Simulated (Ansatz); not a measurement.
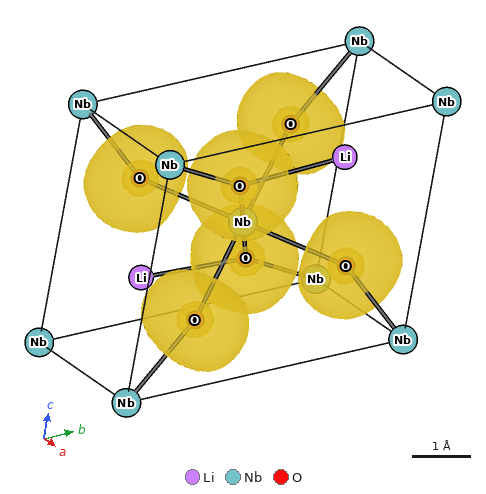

*LiNbO₃. Isosurface of the ELF at 0.65 (yellow), seen slightly off an axis. Core shells and regions of very low density are left out. Sticks mark near contacts.*

Space group P1; changed on purpose from its base cell (all Li atoms moved +0.125 Å, as atom 1 towards its neighbour atom 5 (O) at 2.800 A); not relaxed (largest force 0.4 eV/Å).

Level of theory: Ansatz 0.2.0, DFT r2SCAN, scalar-relativistic, plane waves, PAW.

Core electrons are frozen (PAW), and the valence fields are smoothed inside the atomic spheres.

```xyz
10
Lattice="-2.5924 4.4901 0.0000 2.5924 4.4901 0.0000 0.0000 2.9934 -4.5628" Properties=species:S:1:pos:R:3 pbc="T T T"
Li   -0.0281    3.0602   -1.2425
Li   -0.0281    9.0471   -3.5240
Nb    0.0000    0.0000    0.0000
Nb    0.0000    5.9869   -2.2814
O    -0.6301    4.4901   -3.4221
O     1.6112    6.1896   -3.4221
O    -0.9812    7.2809   -3.4221
O     0.6301    7.4836   -1.1407
O    -1.6112    5.7841   -1.1407
O     0.9812    4.6929   -1.1407
```

Q: Where are the electrons localised?

A: At this value the surface marks out six regions wrapped around O (the valence shell of each), counted in one cell of 10 atoms. Any copies at cell faces, edges or corners count once.

Values along the shortest contacts:
Li–O (1.89 Å): the ELF peaks at about 0.85 in the valence shell of O, 0.6 Å from its nucleus, and falls to about 0.05 next to Li: an ionic contact with no shared pair. Nb–O (1.98 Å): the ELF peaks at about 0.80 in the valence shell of O, 0.6 Å from its nucleus, and drops to about 0.25 between the two atoms; no localised pair shows between them.
